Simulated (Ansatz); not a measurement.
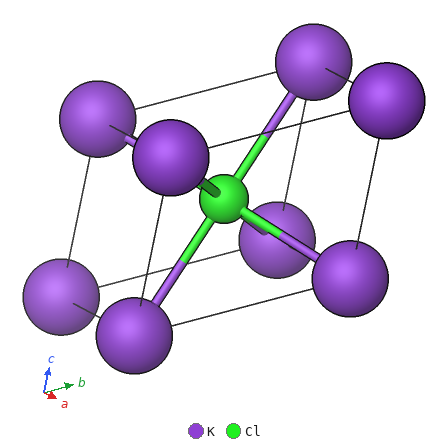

System: KCl, space group Fm-3m (No. 225). The picture shows the cell.

Structure:
```
CELL_PARAMETERS angstrom
0.00000 3.15610 3.15610
3.15610 0.00000 3.15610
3.15610 3.15610 0.00000
ATOMIC_POSITIONS crystal
K 0.00000 0.00000 0.00000
Cl 0.50000 0.50000 0.50000
```

Method: homogeneous strain of a crystal along one Voigt pattern with engineering shear, fractional coordinates fixed, by plane-wave density functional theory with PAW datasets, free energies less that of the undisturbed cell; scalar-relativistic (Ansatz 0.2.0). Level: r2SCAN, no spin polarisation.

wave cutoff 500 eV; k mesh 6×6×6; occupations Gaussian; smearing width 0.05 eV; k shift (0, 0, 0) (mesh steps); start as given; strain pattern (1, 1, 0, 0, 0, 0) (xx yy zz yz xz xy with engineering shear).

Describe the result: the energy change against strain. The strain takes the values −0.0600, −0.0450, −0.0300, −0.0150, 0.0000, 0.0150, 0.0300, 0.0450, 0.0525, 0.0600.

The energy rises on both sides of the starting structure, which is therefore a minimum along this path. The energy change is 41.94 meV/atom at strain −0.0600 and 31.02 meV/atom at 0.0600; the lowest computed point is at strain 0.0000 (0.00 meV/atom). The slope of tensile stress is 98.6 GPa. The second derivative of tensile stress is −1580 GPa. The tensile stress at start is 0.341 GPa.

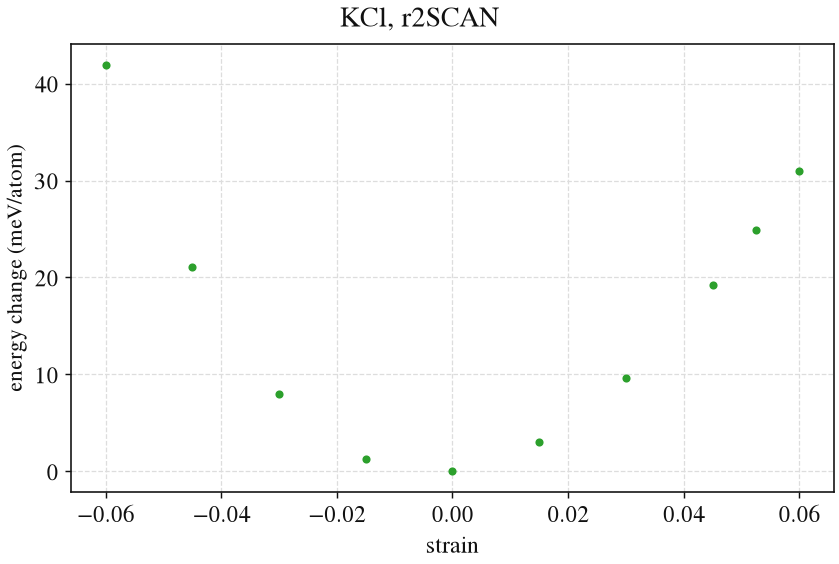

Limits of the calculation: reference crystal is not relaxed.
